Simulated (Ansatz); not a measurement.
Sc

Input

```
crystal:
  lattice:
    - [5.0186033348, 0.0, 0.0]
    - [-2.5093016674, 4.3462379795, 0.0]
    - [0.0, 0.0, 3.1289648244]
  atoms:
    - { symbol: Sc, position: [1.0, 1.0, 0.0] }
    - { symbol: Sc, position: [0.3333333333, 0.6666666667, 0.5] }
    - { symbol: Sc, position: [0.6666666667, 0.3333333333, 0.5] }
hamiltonian:
  xc: r2scan
  pseudopotentials:
    kind: paw
    azcp:
      Sc: "pseudopotentials/Sc.paw.azcp"
basis:
  ecutwfc: 500
  fft_grid_basis: typed
kpoints:
  mp_grid: { grid: [8, 8, 11], shift: [0, 0, 0] }
magnetization:
  spin_polarized: false
scf:
  occupations: { method: fermi_dirac, width: 0.1 }
  lower_state_search: "off"
output:
  stress: true
  write_density: true
  write_potential: true
  elf: true
  volumetric_format: npy
```

Launched as:

```sh
ansatz run input.yaml --threads 1 --pin off --max-ram 3584MiB --backend cpu --events-out ev --progress --plain --runs-dir out
```

Below, planes, directions and counts refer to the conventional cell (a = 5.02 Å, b = 5.02 Å, c = 3.13 Å, α = 90.00°, β = 90.00°, γ = 120.00°).

Space group P6/mmm; set up as Sc, omega (AlB2-type); a generated structure, not necessarily the stable one; changed on purpose from its base cell (volume × 0.92); computed pressure about 5 GPa in this cell; computed without spin polarisation.

Method: DFT, r2SCAN, plane waves (500 eV) with PAW, scalar-relativistic (Ansatz 0.2.0).

In a PAW calculation such maps are meaningful between the atoms, not at the nuclei.

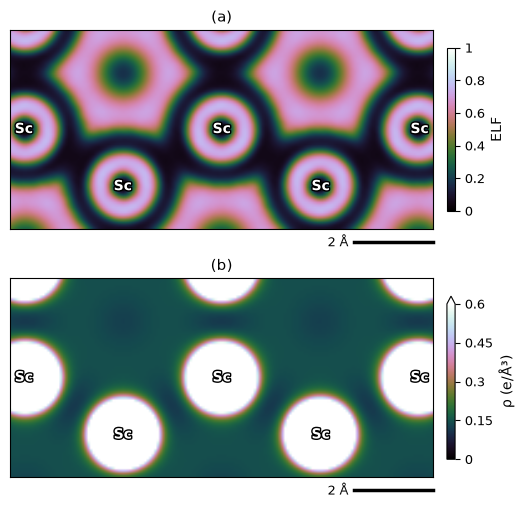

Figure 1. (a) electron localisation function; (b) valence charge density (pseudo) on the (001) plane of the conventional cell.

> Read the bonding off the picture.

- Atoms in the plane: Sc.
- Sc–Sc (2.90 Å): the density is about 0.12 e/Å³ at the midpoint; the ELF is about 0.05 at the midpoint (no shared electron pair shows on this line).
- Between the atoms the lowest density in this plane is 0.12 e/Å³.
- The ELF has a maximum of about 0.70 in the space between the atoms, 1.9 Å from four Sc atoms, on no atom or two-centre bond.
- The features right at Sc lie inside the PAW spheres, where the map follows smoothed inner orbitals and isn't to be read closely.

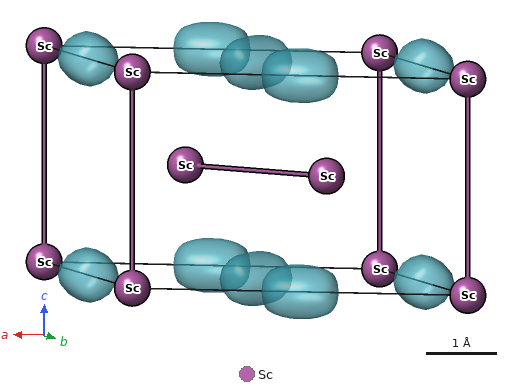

Figure 2. Isosurface of the ELF at 0.75 (cyan), seen at an oblique angle. Core shells and regions of very low density are left out. Sticks mark near contacts.

> Where are the electrons localised?

The ELF exceeds this value in three pockets between the atoms, centred on no nucleus (multi-centre or interstitial), counted in one cell of 3 atoms. Any copies at cell faces, edges or corners count once. There are no localised bonds or lone pairs at this value. Along the contacts the grid gives the following. Sc–Sc (3.13 Å): the ELF is about 0.10 at the midpoint; no localised pair shows between them.

> Does the calculation make it a metal, or give it a gap?

It is gapless in this calculation (a metal or semimetal).
